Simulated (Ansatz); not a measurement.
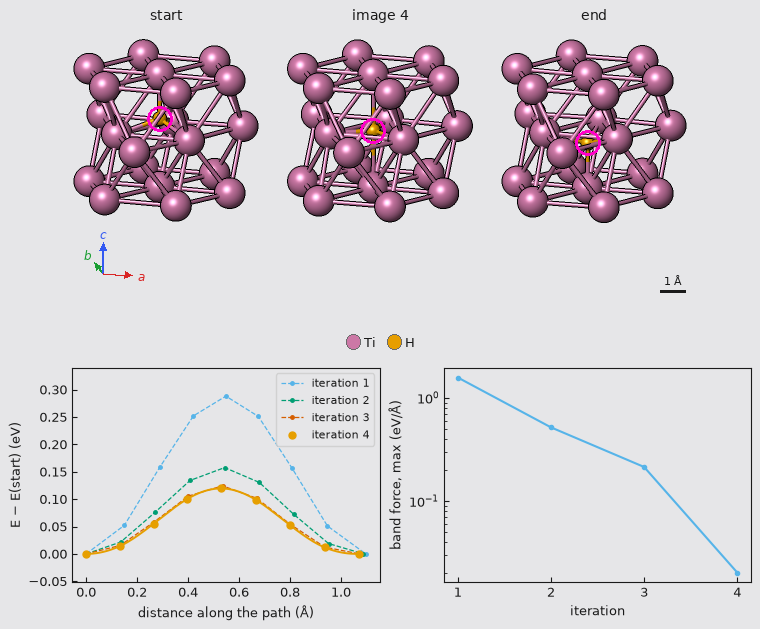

A nudged-elastic-band calculation for Ti with an interstitial H (13 atoms in the cell). Images are numbered from 0 (start) to 8 (end). The plot follows the band through its iterations. Style: ball-and-stick. Shown: the atoms within 4.1 Å of the middle of the path, slightly off an axis. The moving atom is ringed, with any periodic copies. Bonds to atoms that aren't drawn are left out.

Theory: Ansatz 0.2.0, DFT PBE-D3(BJ), scalar-relativistic, plane waves, PAW. Settings: plane-wave cutoff 420 eV; k-point mesh 3 × 2 × 4; Gaussian smearing 0.1 eV; 7 movable images; climbing image; force threshold 0.03 eV/Å; iteration limit 70; starting path by image-dependent pair potential.

How did the profile develop, and is the result final?

The run is converged, with reservations. The band converged in 4 iterations. The largest component of the band force went from 1.6 to 0.02 eV/Å. The climbing image converged on the top of the path. A check of its curvatures didn't confirm a first-order saddle. The first iteration put the highest image at 0.288 eV. The barrier is about 0.120 eV in both directions, with image 4 at the top; the ends have the same energy.

Limits of the set-up: the periodic images lie only 4.7 Å apart, so the values are limited by the cell's size.
